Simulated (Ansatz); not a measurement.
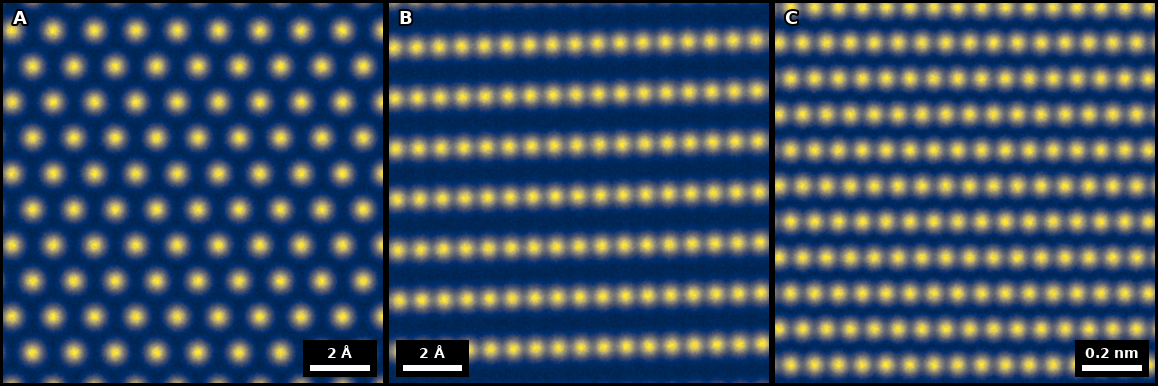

Three views of Ni (Fm-3m, No. 225) along different zone axes. Simulated incoherent Z contrast: every atom adds Z^1.6 spread by a probe of 0.50 Å full width; channelling and multiple scattering are left out. The display is stretched by a gamma of 0.8; percentages refer to the linear signal. Shot noise was added. Structure used: the end point of a relaxation with DFT PBEsol, scalar-relativistic, plane waves, PAW in Ansatz 0.2.0; the starting structure was generated, so it need not be a known form of this composition.

```
CELL_PARAMETERS angstrom
3.46260 0.00000 0.00000
0.00000 3.46260 0.00000
0.00000 0.00000 3.46260
ATOMIC_POSITIONS crystal
Ni 0.00000 0.00000 0.00000
Ni 0.00000 0.50000 0.50000
Ni 0.50000 0.00000 0.50000
Ni 0.50000 0.50000 0.00000
```

### Match the panels to the zone axes [111], [210] and [221].

A is [111]: projected cell 1.41 × 1.41 Å, 120°, plane group p6mm. B is [210]: projected cell 0.77 × 1.73 Å, 90°, plane group p2mm. C is [221]: projected cell 0.82 × 1.29 Å, 108°, plane group c2mm.
